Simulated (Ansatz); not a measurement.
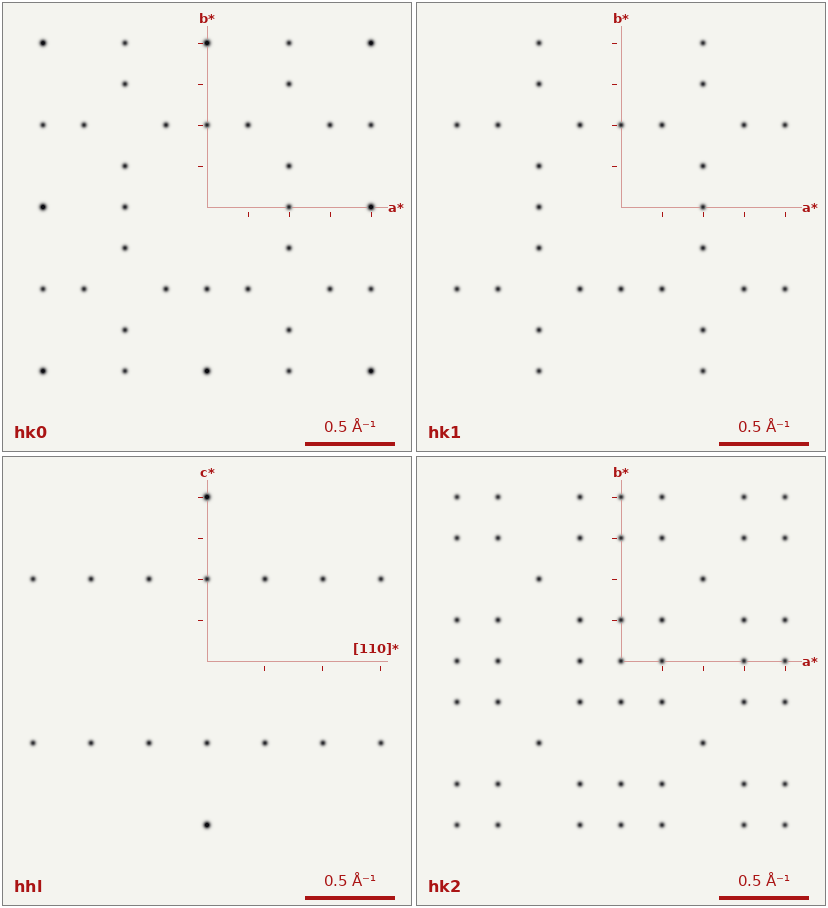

Four undistorted layers of reciprocal space, calculated for a single crystal (neutrons, kinematic |F|², B = 0.5 Å²). Tick marks count the reciprocal lattice steps of the conventional cell along each axis.

The compound is Co. Structure: the input geometry of an electronic-structure calculation (not necessarily at equilibrium); the starting structure was generated, so it need not be a known form of this composition.

### Read the reciprocal cell and give the direct cell.

a* = 0.231, b* = 0.231, c* = 0.231 Å⁻¹; the cell is cubic with a = 4.33 Å.

### Which reflection conditions do the layers show?

Reflections are present only under these conditions. hkl: no condition; hk0: no condition; hhl: l = 2n; h00: h = 2n. The lattice is primitive (P). Further gaps, such as 0 4 1, 4 0 1, 1 4 0, come from atoms on special positions, not from the group's general conditions. A few very weak reflections are below the display threshold.

### Which space groups fit?

The intensities have Laue symmetry m-3m (the hk0 layer shows 4mm, hk1 shows 4mm). With these conditions the candidates are P-43n (No. 218), Pm-3n (No. 223). Diffraction geometry alone does not choose among them; the structure has Pm-3n.
